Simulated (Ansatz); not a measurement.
Ge₄H (slab)

The calculation's input:

```
crystal:
  lattice:
    - [8.0601468099, 0.0, 0.0]
    - [-4.0300734049, 6.9802918956, 0.0]
    - [0.0, 0.0, 21.643176445]
  atoms:
    - { symbol: Ge, position: [0.6666666667, 0.3333333333, 0.4403235368] }
    - { symbol: Ge, position: [0.6666666667, 0.8333333333, 0.4403235368] }
    - { symbol: Ge, position: [0.1666666667, 0.3333333333, 0.4403235368] }
    - { symbol: Ge, position: [0.1666666667, 0.8333333333, 0.4403235368] }
    - { symbol: Ge, position: [0.5, 0.5, 0.4783325274] }
    - { symbol: Ge, position: [0.5, 0.0, 0.4783325274] }
    - { symbol: Ge, position: [0.0, 0.5, 0.4783325274] }
    - { symbol: Ge, position: [0.0, 0.0, 0.4783325274] }
    - { symbol: Ge, position: [0.0, 0.5, 0.592359499] }
    - { symbol: Ge, position: [0.0, 0.0, 0.592359499] }
    - { symbol: Ge, position: [0.5, 0.5, 0.592359499] }
    - { symbol: Ge, position: [0.5, 0.0, 0.592359499] }
    - { symbol: Ge, position: [0.8333333333, 0.6666666667, 0.6303684896] }
    - { symbol: Ge, position: [0.8333333333, 0.1666666667, 0.6303684896] }
    - { symbol: Ge, position: [0.3333333333, 0.6666666667, 0.6303684896] }
    - { symbol: Ge, position: [0.3333333333, 0.1666666667, 0.6303684896] }
    - { symbol: H, position: [0.6666666667, 0.3333333333, 0.3696315104] }
    - { symbol: H, position: [0.6666666667, 0.8333333333, 0.3696315104] }
    - { symbol: H, position: [0.1666666667, 0.3333333333, 0.3696315104] }
    - { symbol: H, position: [0.1666666667, 0.8333333333, 0.3696315104] }
basis:
  ecutwfc: 420
kpoints:
  mp_grid: { grid: [3, 3, 1] }
hamiltonian:
  xc: pbe
  dispersion: d3bj
scf:
  occupations: { method: gaussian, width: 0.1 }
output:
  forces: true
  eigenvalues: true
  write_density: true
  write_potential: true
  elf: true
  volumetric_format: npy
relax:
  adjacent_minimum: "off"
  f_tol: 0.03
  max_steps: 70
  constraints: [{ sites: [0, 1, 2, 3, 4, 5, 6, 7] }]
efield:
  axis: 3
  dipole_correction: true
  ramp_width: 0.04
```

Command:

```sh
ansatz run input.yaml --threads 4 --pin off --max-ram 10240MiB --backend cpu --events-out ev --progress --plain --runs-dir out
```

These are results of DFT PBE+D3(BJ), scalar-relativistic, plane waves, PAW (Ansatz), not measurements.

In a PAW calculation such maps are meaningful between the atoms, not at the nuclei.

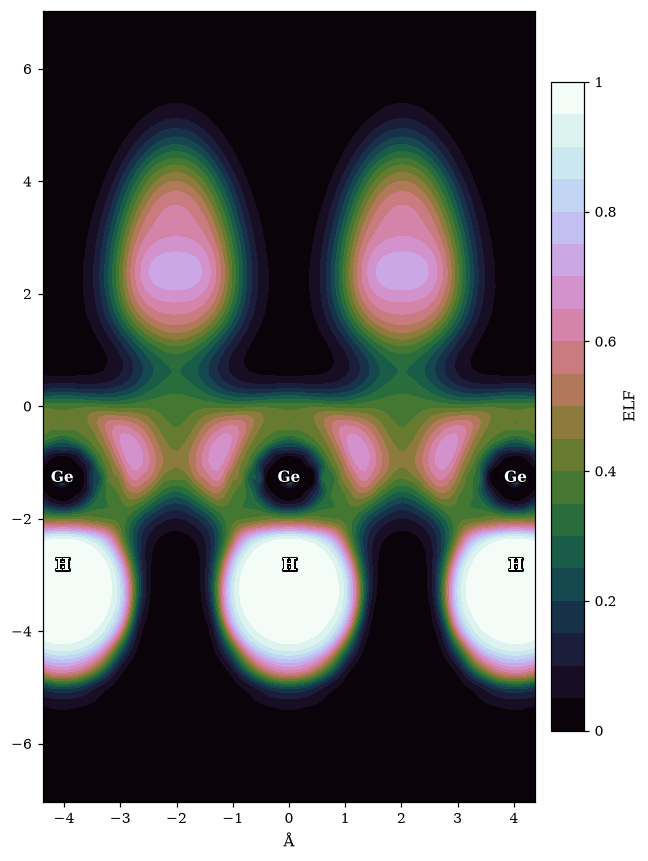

Figure 1. ELF on the (010) plane of the calculation cell, a cut from vacuum to vacuum.

Question: Read the bonding off the picture.

Answer:
- The plane passes through Ge and H nuclei.
- Ge–H (1.56 Å): the ELF climbs to about 1 towards the hydrogen.
- The features right at Ge lie inside the PAW spheres, where the map follows smoothed inner orbitals and isn't to be read closely.

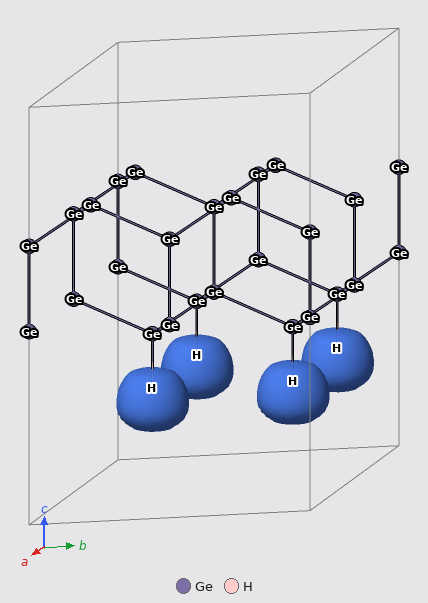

Figure 2. Isosurface of the electron localisation function at 0.85 (blue), seen slightly off an axis. Only the valence region is drawn (cores and ρ < 0.01 e/Å³ removed). Sticks mark near contacts.

Question: Describe the localisation domains.

Answer: The surface consists of four regions around hydrogen nuclei, counted in one cell of 20 atoms. Counts are for one cell; the picture repeats the cell along the surface. Along the contacts the grid gives the following. Ge–Ge (2.47 Å): the ELF peaks at about 0.70 between the atoms.

Question: Does the calculation give a band gap?

Answer: It is metallic or semimetallic at this level of theory: no gap opens.
